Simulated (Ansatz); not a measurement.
# Ti: geometry relaxation

- system: Ti (Im-3m, 1 atom in the cell)
- method: DFT r2SCAN, scalar-relativistic, plane waves, PAW, no spin polarisation (Ansatz 0.2.0)

The structure derives from an entry of the Crystallography Open Database.

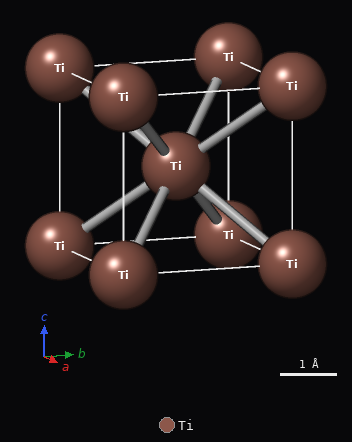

Fig. 1: The structure as given in the input (ball-and-stick view of the cell 2 times as large as that of the calculation, set on its symmetry axes, seen slightly off an axis). An atom can appear more than once, as a periodic image. Near neighbours in the periodic cell (some may lie outside the picture): Ti has 8 Ti at 2.84 Å.

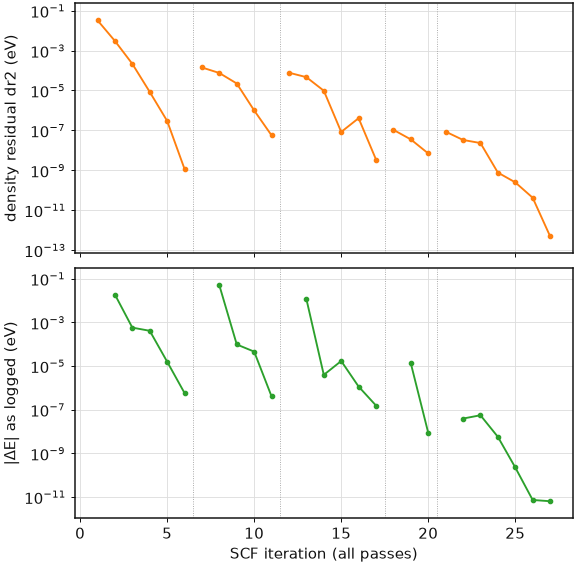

Fig. 2: Convergence of the self-consistent field: density residual dr2 and size of the energy change against the SCF iteration. The dotted lines part the SCF passes of the relaxation: geometry steps, rejected trials and re-solves on a re-selected basis. The 5 passes take 3 to 7 iterations each, 27 in all.

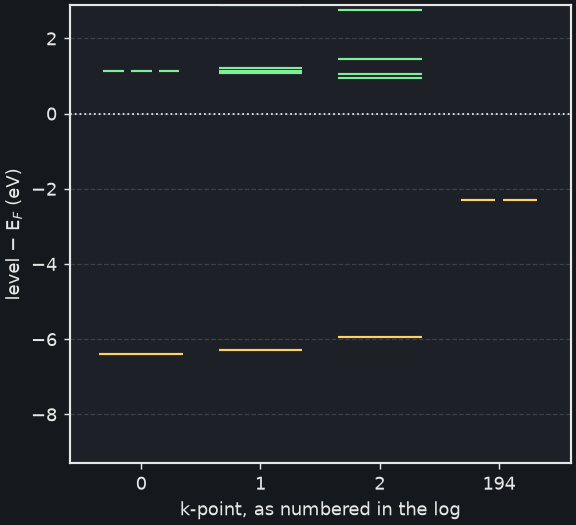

Fig. 3: Kohn–Sham levels near the Fermi level (dotted) at the few k-points that the log prints; levels within 0.02 eV of each other stand side by side. The system is metallic on the full mesh.

These pictures come from the run below.

### Input file
```yaml
crystal:
  lattice:
    - [-1.641, 1.641, 1.641]
    - [1.641, -1.641, 1.641]
    - [1.641, 1.641, -1.641]
  atoms:
    - { symbol: Ti, position: [0.0, 0.0, 0.0] }
basis:
  ecutwfc: 500
kpoints:
  mp_grid: { grid: [18, 18, 18] }
hamiltonian:
  xc: r2scan
scf:
  occupations: { method: gaussian, width: 0.1 }
output:
  forces: true
  stress: true
  eigenvalues: true
relax:
  adjacent_minimum: "off"
  f_tol: 0.005
  max_steps: 80
  cell: { stress_tol: 0.05 }
```

Command:
```bash
ansatz run input.yaml --threads 2 --pin off --max-ram 5120MiB --backend cpu --events-out ev --progress --plain --runs-dir out
```

### Log
```
Engine: ansatz 0.2.0, x86_64-unknown-linux-gnu
Pseudopotentials: kind: paw
Pseudopotential: Ti, paw, valence charge 12, recommended cutoff 500 eV (meta_gga), Ti.paw.azcp
Functional definition: r2SCAN
  parameter k0 = 0.174
  parameter k1 = 0.065
  parameter a1 = 4.9479
  exchange = r2scan_x(k0 = k0, k1 = k1, a1 = a1)
  correlation = r2scan_c
Crystal: 1 atoms, lattice volume = 17.676 Å³
Basis set: ecut = 500 eV, 429 PW (Γ), exchange–correlation on 96×96×96 points (64 copies of the dense FFT grid, shifted against one another)
Bands: 10, of which v1, the nominal top of the filled ones, is band 6 counted from 1 (5 counted from 0)
Symmetry: 48 space group operations
Space group: Im-3m (ITA 229), of the structure as read, at distance tolerance 2.6e-5 Å
k-points: 195 of 5832
Non-local potential: Ti, projectors of the file, l = 0: 3, l = 1: 2, l = 2: 3, l = 3: 1
PAW form: soft (Blöchl's): semilocal exchange-correlation on the pseudo side does not see the compensation charge
PAW frozen core: Ti, regenerated for the run's functional (the file was generated under x = pbe(κ = 0.804, μ = 0.2195149727645171), c = pbe(β = 0.06672455060314922))
PAW one-centre angular grid: Ti, 590 points (default); XC on 160 Gauss nodes
Initial density: superposition of atomic densities (neutral atoms: chi_scale 0, normalization atom), corrected by the library's trained network
Initial wavefunctions: pseudopotential atomic-orbital guess
Functional: x = r2scan, c = r2scan; τ floored in thin density (d = 2e-4 eV/Å³)
SCF iter   1: F=—  HF=-2504.216370 eV  |F-HF|=—  |Δ(HF+E_count)|=         —  Δρ=1.46e-2  dr2=3.28e-2  dr2_τ=6.24e-3  ethr=1.77e-3  ⟨swp⟩=4.6  Hψ=10729  notcnv=0
preconditioner: auto → none  [metal: Δε(μ)=0.011 eV  Ē_g=4.428 eV  σ=0.100 eV  W_gap=0.06  n_scr=0 (ndim 8)  ℏωp=17.7 eV  f_vac=0.000  D(μ)=2.09/eV (n_scr^D=18)]
SCF iter   2: F=—  HF=-2504.235004 eV  |F-HF|=—  |Δ(HF+E_count)|=   1.86e-2  Δρ=4.91e-3  dr2=3.02e-3  dr2_τ=7.59e-4  ethr=2.73e-4  ⟨swp⟩=2.7  Hψ=5173  notcnv=0  defer=23
SCF iter   3: F=—  HF=-2504.234433 eV  |F-HF|=—  |Δ(HF+E_count)|=   5.71e-4  Δρ=1.91e-3  dr2=2.15e-4  dr2_τ=6.19e-5  ethr=2.52e-5  ⟨swp⟩=2.9  Hψ=3757  notcnv=0  defer=23
SCF iter   4: F=—  HF=-2504.234842 eV  |F-HF|=—  |Δ(HF+E_count)|=   4.09e-4  Δρ=2.99e-4  dr2=8.44e-6  dr2_τ=7.40e-7  ethr=1.79e-6  ⟨swp⟩=2.0  Hψ=2932  notcnv=0  defer=23
SCF iter   5: F=—  HF=-2504.234858 eV  |F-HF|=—  |Δ(HF+E_count)|=   1.57e-5  Δρ=5.77e-5  dr2=2.96e-7  dr2_τ=1.02e-8  ethr=7.03e-8  ⟨swp⟩=2.7  Hψ=2975  notcnv=0  defer=23
SCF iter   6: F=-2504.234859 eV  HF=-2504.234859 eV  |F-HF|=1.20e-9  |Δ(HF+E_count)|=   5.75e-7  Δρ=3.96e-6  dr2=1.15e-9  dr2_τ=1.55e-10  ethr=8.33e-10  ⟨swp⟩=5.4  Hψ=8690  notcnv=0
SCF 1 converged in 6 iterations: F = -2504.234859 eV  dr2 = 1.15e-9
  greatest PAW one-centre occupation: 1.000 electrons in one spin orbital (limit 2), on the Ti atom at site 0 (counted from 0), in its partial waves of l = 1
relax step   1: F+E_penalty+E_count = -2504.23485866 eV  Δ(F+E_penalty+E_count) = +0.000e0 eV  max|allowed force component| = 0.000e0 eV/Å  Δτ_max = 0.0000 Å  P = -2.962 GPa  Ω = 17.676 Å³  (6 SCF iters, dr2 threshold 1.00e-7 eV, accepted)
Crystal: 1 atoms, lattice volume = 16.731 Å³
Initial density: handed on by an earlier stage of this run
Initial wavefunctions: those handed on with the density
iter 1 solved again at ethr=1.07e-6 eV; its pass at ethr=3.10e-3 eV (dr2=1.29e-4 eV) is discarded
SCF iter   1: F=—  HF=-2504.186114 eV  |F-HF|=—  |Δ(HF+E_count)|=         —  Δρ=1.29e-3  dr2=1.42e-4  dr2_τ=2.25e-2  ethr=1.07e-6  ⟨swp⟩=1.8  Hψ=13334  notcnv=0
preconditioner: auto → none  [metal: Δε(μ)=0.020 eV  Ē_g=4.581 eV  σ=0.100 eV  W_gap=0.11  n_scr=0 (ndim 8)  ℏωp=18.2 eV  f_vac=0.000  D(μ)=1.88/eV (n_scr^D=18)]
SCF iter   2: F=—  HF=-2504.235295 eV  |F-HF|=—  |Δ(HF+E_count)|=   4.92e-2  Δρ=9.41e-4  dr2=7.49e-5  dr2_τ=8.92e-6  ethr=1.07e-6  ⟨swp⟩=3.3  Hψ=4414  notcnv=0
SCF iter   3: F=—  HF=-2504.235392 eV  |F-HF|=—  |Δ(HF+E_count)|=   9.66e-5  Δρ=5.03e-4  dr2=2.23e-5  dr2_τ=1.51e-6  ethr=6.24e-7  ⟨swp⟩=2.1  Hψ=2828  notcnv=0
SCF iter   4: F=—  HF=-2504.235437 eV  |F-HF|=—  |Δ(HF+E_count)|=   4.54e-5  Δρ=7.84e-5  dr2=9.94e-7  dr2_τ=8.21e-8  ethr=1.86e-7  ⟨swp⟩=2.0  Hψ=2937  notcnv=0
SCF iter   5: F=-2504.235438 eV  HF=-2504.235438 eV  |F-HF|=2.33e-8  |Δ(HF+E_count)|=   4.03e-7  Δρ=2.83e-5  dr2=5.60e-8  dr2_τ=4.12e-9  ethr=8.33e-10  ⟨swp⟩=2.2  Hψ=7088  notcnv=0
SCF 2 converged in 5 iterations: F = -2504.235438 eV  dr2 = 5.60e-8
relax step   2: F+E_penalty+E_count = -2504.23543785 eV  Δ(F+E_penalty+E_count) = -5.792e-4 eV  max|allowed force component| = 0.000e0 eV/Å  Δτ_max = 0.0000 Å  P = +3.200 GPa  Ω = 16.731 Å³  energy of the carried Pulay correction = +5.383e-4 eV  (5 SCF iters, dr2 threshold 1.00e-7 eV, accepted)
Crystal: 1 atoms, lattice volume = 17.209 Å³
iter 1 solved again at ethr=5.11e-7 eV; its pass at ethr=3.10e-3 eV (dr2=6.13e-5 eV) is discarded
SCF iter   1: F=—  HF=-2504.228079 eV  |F-HF|=—  |Δ(HF+E_count)|=         —  Δρ=7.96e-4  dr2=7.76e-5  dr2_τ=6.18e-3  ethr=5.11e-7  ⟨swp⟩=1.9  Hψ=13759  notcnv=0
preconditioner: auto → none  [metal: Δε(μ)=0.007 eV  Ē_g=4.414 eV  σ=0.100 eV  W_gap=0.04  n_scr=0 (ndim 8)  ℏωp=17.9 eV  f_vac=0.000  D(μ)=1.99/eV (n_scr^D=18)]
SCF iter   2: F=—  HF=-2504.239655 eV  |F-HF|=—  |Δ(HF+E_count)|=   1.16e-2  Δρ=6.85e-4  dr2=4.63e-5  dr2_τ=3.42e-6  ethr=5.11e-7  ⟨swp⟩=2.9  Hψ=3356  notcnv=0
SCF iter   3: F=—  HF=-2504.239659 eV  |F-HF|=—  |Δ(HF+E_count)|=   3.91e-6  Δρ=3.32e-4  dr2=9.71e-6  dr2_τ=4.32e-7  ethr=3.86e-7  ⟨swp⟩=2.4  Hψ=2777  notcnv=0
SCF iter   4: F=—  HF=-2504.239676 eV  |F-HF|=—  |Δ(HF+E_count)|=   1.69e-5  Δρ=4.38e-5  dr2=8.32e-8  dr2_τ=5.10e-8  ethr=8.33e-10  ⟨swp⟩=3.7  Hψ=9784  notcnv=0
SCF iter   5: F=—  HF=-2504.239677 eV  |F-HF|=—  |Δ(HF+E_count)|=   1.14e-6  Δρ=7.10e-5  dr2=4.07e-7  dr2_τ=1.89e-8  ethr=6.94e-10  ⟨swp⟩=5.1  Hψ=8606  notcnv=0
SCF iter   6: F=-2504.239677 eV  HF=-2504.239677 eV  |F-HF|=2.82e-11  |Δ(HF+E_count)|=   1.54e-7  Δρ=5.82e-6  dr2=3.44e-9  dr2_τ=1.27e-10  ethr=6.94e-10  ⟨swp⟩=2.1  Hψ=7077  notcnv=0
SCF 3 converged in 6 iterations: F = -2504.239677 eV  dr2 = 3.44e-9
relax step   3: F+E_penalty+E_count = -2504.23967731 eV  Δ(F+E_penalty+E_count) = -4.239e-3 eV  max|allowed force component| = 0.000e0 eV/Å  Δτ_max = 0.0000 Å  P = -0.105 GPa  Ω = 17.209 Å³  energy of the carried Pulay correction = +2.600e-4 eV  (6 SCF iters, dr2 threshold 1.00e-7 eV, accepted)
Crystal: 1 atoms, lattice volume = 17.192 Å³
iter 1 solved again at ethr=5.57e-10 eV; its pass at ethr=3.10e-3 eV (dr2=6.68e-8 eV) is discarded
SCF iter   1: F=—  HF=-2504.239679 eV  |F-HF|=—  |Δ(HF+E_count)|=         —  Δρ=3.09e-5  dr2=1.06e-7  dr2_τ=6.68e-6  ethr=5.57e-10  ⟨swp⟩=2.0  Hψ=12759  notcnv=0
preconditioner: auto → none  [metal: Δε(μ)=0.015 eV  Ē_g=4.435 eV  σ=0.100 eV  W_gap=0.09  n_scr=0 (ndim 8)  ℏωp=17.9 eV  f_vac=0.000  D(μ)=1.97/eV (n_scr^D=18)]
SCF iter   2: F=—  HF=-2504.239692 eV  |F-HF|=—  |Δ(HF+E_count)|=   1.32e-5  Δρ=1.93e-5  dr2=3.51e-8  dr2_τ=3.61e-9  ethr=5.57e-10  ⟨swp⟩=2.9  Hψ=3372  notcnv=0
SCF iter   3: F=-2504.239692 eV  HF=-2504.239692 eV  |F-HF|=1.49e-8  |Δ(HF+E_count)|=   8.69e-9  Δρ=8.92e-6  dr2=6.95e-9  dr2_τ=2.74e-10  ethr=2.28e-10  ⟨swp⟩=4.8  Hψ=8401  notcnv=0
SCF 4 converged in 3 iterations: F = -2504.239692 eV  dr2 = 6.95e-9
relax step   4: F+E_penalty+E_count = -2504.23969174 eV  Δ(F+E_penalty+E_count) = -1.443e-5 eV  max|allowed force component| = 0.000e0 eV/Å  Δτ_max = 0.0000 Å  P = +0.002 GPa  Ω = 17.192 Å³  energy of the carried Pulay correction = +2.692e-4 eV  (3 SCF iters, dr2 threshold 2.74e-8 eV, accepted)
Initial wavefunctions: pseudopotential atomic-orbital guess (no wavefunctions were taken with the density)
iter 1 solved again at ethr=1.73e-8 eV; its pass at ethr=3.10e-3 eV (dr2=2.07e-6 eV) is discarded
SCF iter   1: F=—  HF=-2504.239442 eV  |F-HF|=—  |Δ(HF+E_count)|=         —  Δρ=6.77e-5  dr2=8.60e-8  dr2_τ=1.02e-6  ethr=1.73e-8  ⟨swp⟩=2.7  Hψ=15252  notcnv=0
preconditioner: auto → none  [metal: Δε(μ)=0.015 eV  Ē_g=4.435 eV  σ=0.100 eV  W_gap=0.08  n_scr=0 (ndim 8)  ℏωp=17.9 eV  f_vac=0.000  D(μ)=1.97/eV (n_scr^D=18)]
SCF iter   2: F=—  HF=-2504.239442 eV  |F-HF|=—  |Δ(HF+E_count)|=   3.90e-8  Δρ=3.40e-5  dr2=3.30e-8  dr2_τ=3.75e-8  ethr=7.17e-10  ⟨swp⟩=2.0  Hψ=2825  notcnv=0
SCF iter   3: F=—  HF=-2504.239442 eV  |F-HF|=—  |Δ(HF+E_count)|=   5.53e-8  Δρ=1.25e-5  dr2=2.31e-8  dr2_τ=1.29e-9  ethr=2.75e-10  ⟨swp⟩=2.5  Hψ=2948  notcnv=0
SCF iter   4: F=—  HF=-2504.239442 eV  |F-HF|=—  |Δ(HF+E_count)|=   5.69e-9  Δρ=2.29e-6  dr2=7.64e-10  dr2_τ=5.40e-11  ethr=1.92e-10  ⟨swp⟩=2.8  Hψ=3158  notcnv=0
SCF iter   5: F=—  HF=-2504.239442 eV  |F-HF|=—  |Δ(HF+E_count)|=  2.25e-10  Δρ=1.13e-6  dr2=2.47e-10  dr2_τ=1.69e-11  ethr=6.37e-12  ⟨swp⟩=2.0  Hψ=3128  notcnv=0
SCF iter   6: F=—  HF=-2504.239442 eV  |F-HF|=—  |Δ(HF+E_count)|=  7.28e-12  Δρ=4.59e-7  dr2=4.19e-11  dr2_τ=5.05e-13  ethr=2.06e-12  ⟨swp⟩=2.5  Hψ=2691  notcnv=0
SCF iter   7: F=-2504.239442 eV  HF=-2504.239442 eV  |F-HF|=4.55e-13  |Δ(HF+E_count)|=  6.37e-12  Δρ=5.04e-8  dr2=4.95e-13  dr2_τ=9.02e-15  ethr=1.00e-12  ⟨swp⟩=4.7  Hψ=6598  notcnv=0
SCF 5 converged in 7 iterations: F = -2504.239442 eV  dr2 = 4.95e-13
relax step   5: F+E_penalty+E_count = -2504.23944227 eV  Δ(F+E_penalty+E_count) = +2.495e-4 eV  max|allowed force component| = 0.000e0 eV/Å  Δτ_max = 0.0000 Å  P = -0.014 GPa  Ω = 17.192 Å³  stress off target by 1.40e-2 GPa  SCF on the basis re-selected at this cell (its energy is not comparable with the rows above)  (7 SCF iters)
basis re-selected at this cell: Δ(F+E_penalty+E_count) = +2.495e-4 eV, ΔP = -0.016 GPa vs the last step (what re-selecting the basis moved, of the pressure what is left beyond the Pulay correction that the steps carried, after the strain that the cell walked since its last selection, with what the two solves' SCF thresholds leave and, on support functions, any second-order correction that the steps lacked; it is no measure of the basis error at this ecutwfc). This SCF's stress stands 1.40e-2 GPa from its target on what of the cell is left free (relax.cell.stress_tol is 5.00e-2 GPa) and its largest allowed force component is 0.00e0 eV/Å (relax.f_tol is 5.00e-3 eV/Å): within both
SCF converged after 7 iterations
Free energy (F): -2504.239442 eV
Harris-Foulkes:  -2504.239442 eV  (|F-HF|=4.55e-13)
Internal energy: -2504.229584 eV  (E = F + TS)
E sigma→0 (E₀):  -2504.234513 eV
Entropy (-TS):   -0.009858 eV (-9.858 meV/atom)
Fermi energy:    13.295063 eV
--- Per-component energies (eV) ---
  E_band       = -168.111395
  E_kinetic    = 272.801038
  E_local      = -804.152319  (includes V_loc(G=0)·N_el)
  E_nonlocal   = 7.594701
  E_hartree    = 329.798719
  E_xc         = -92.823440
  E_vxc        = -132.713864  (∫ρ·V_xc dr)
  E_paw        = -1056.891008  (= ΣΔE_a)
  E_vpaw       = -180.389852  (= ΣTr[D̂ρ^β])
  E_aug_tail   = 0.000090  (compensation charges beyond the density's cutoff)
  E_vtau       = 9.151348  (kinetic-family band-sum trace: ∫τ·v_τ [+ j·A + Jᵃ·Aᵃ] dr)
  E_ewald      = -1160.303909
  E_core_change = -0.253457  (= ΣΔE_core)
  E_smearing   = -0.009858  (= −TS)
  E_closure    = 0.000000  (closes the sum)
  Σ components = -2504.239442   (vs F -2504.239442, Δ=0.00e0)
--- Forces (eV/Å), atoms counted from 1 ---
  atom   1  Ti    -0.00000000     0.00000000     0.00000000
  max |Σ_I F_I| component: 6.57e-32 eV/Å
--- Stress (GPa, compression-positive) ---
       -0.014007       0.000000      -0.000000
        0.000000      -0.014007      -0.000000
        0.000000       0.000000      -0.014007
  P = ⅓ Tr σ = -0.0140 GPa (-0.140 kbar)
--- Band table (eV; the first three rows and the last of 195) ---
  k-point 0: bands = ["-45.6159", "-20.3971", "-20.3971", "-20.3971", "6.9050", "14.4405", "14.4405", "14.4405", "16.2430", "16.2430"]
  k-point 1: bands = ["-45.6116", "-20.4198", "-20.4039", "-20.3973", "7.0168", "14.3880", "14.4248", "14.5203", "16.1807", "16.2458"]
  k-point 2: bands = ["-45.5994", "-20.4845", "-20.4234", "-20.3978", "7.3447", "14.2399", "14.3565", "14.7550", "16.0394", "16.2565"]
  k-point 194: bands = ["-45.3758", "-20.8824", "-20.8824", "-20.8824", "10.9932", "10.9932", "17.4586", "17.4586", "17.4586", "22.1548"]
--- Relaxed structure (4 steps of the walk, 4 accepted, 1 SCFs on fresh bases) ---
  F+E_penalty+E_count = -2504.23944227 eV   max|allowed force component| = 0.000e0 eV/Å   (the final SCF, on the basis selected at the relaxed cell)
  cell:  # Å, volume = 17.1924 Å³
    - [-1.6258948706782266, 1.6258948706782266, 1.6258948706782266]
    - [1.6258948706782266, -1.6258948706782266, 1.6258948706782266]
    - [1.6258948706782266, 1.6258948706782266, -1.6258948706782266]
  atoms:
    - { symbol: Ti, position: [0.0, 0.0, 0.0] }
```

### Trajectory as extended XYZ (Å, eV, eV/Å), 5 frames, from step=1 to step=5
```
1
Lattice="-1.6410 1.6410 1.6410 1.6410 -1.6410 1.6410 1.6410 1.6410 -1.6410" Properties=species:S:1:pos:R:3:forces:R:3 step=1 energy=-2504.23486 pressure_GPa=-2.96
Ti    0.0000    0.0000    0.0000    0.0000   0.0000   0.0000
1
Lattice="-1.6112 1.6112 1.6112 1.6112 -1.6112 1.6112 1.6112 1.6112 -1.6112" Properties=species:S:1:pos:R:3:forces:R:3 step=2 energy=-2504.23544 pressure_GPa=3.20
Ti    0.0000    0.0000    0.0000    0.0000   0.0000   0.0000
1
Lattice="-1.6264 1.6264 1.6264 1.6264 -1.6264 1.6264 1.6264 1.6264 -1.6264" Properties=species:S:1:pos:R:3:forces:R:3 step=3 energy=-2504.23968 pressure_GPa=-0.10
Ti    0.0000    0.0000    0.0000    0.0000   0.0000   0.0000
1
Lattice="-1.6259 1.6259 1.6259 1.6259 -1.6259 1.6259 1.6259 1.6259 -1.6259" Properties=species:S:1:pos:R:3:forces:R:3 step=4 energy=-2504.23969 pressure_GPa=0.00
Ti    0.0000    0.0000    0.0000    0.0000   0.0000   0.0000
1
Lattice="-1.6259 1.6259 1.6259 1.6259 -1.6259 1.6259 1.6259 1.6259 -1.6259" Properties=species:S:1:pos:R:3:forces:R:3 step=5 energy=-2504.23944 pressure_GPa=-0.01
Ti    0.0000    0.0000    0.0000    0.0000   0.0000   0.0000
```

### Summary

```tsv
quantity	value
outcome	converged
space group (tolerance 0.01 Å)	Im-3m (229)
electrons treated	12
free energy	−2504.2394 eV
Fermi energy	13.295 eV
gap on the k-point mesh	none (metallic)
pressure	−0.01 GPa
final volume	17.19 Å³
largest force (length of the vector) at the end	under 0.001 eV/Å
final cell	a = 2.816 Å, b = 2.816 Å, c = 2.816 Å, α = 109.47°, β = 109.47°, γ = 109.47°
hardware	2 threads of Intel Xeon (Granite Rapids), 192 GiB of memory available, shared host
wall time	6.5 s (CPU time 12 s)
peak memory	0.46 GiB
```
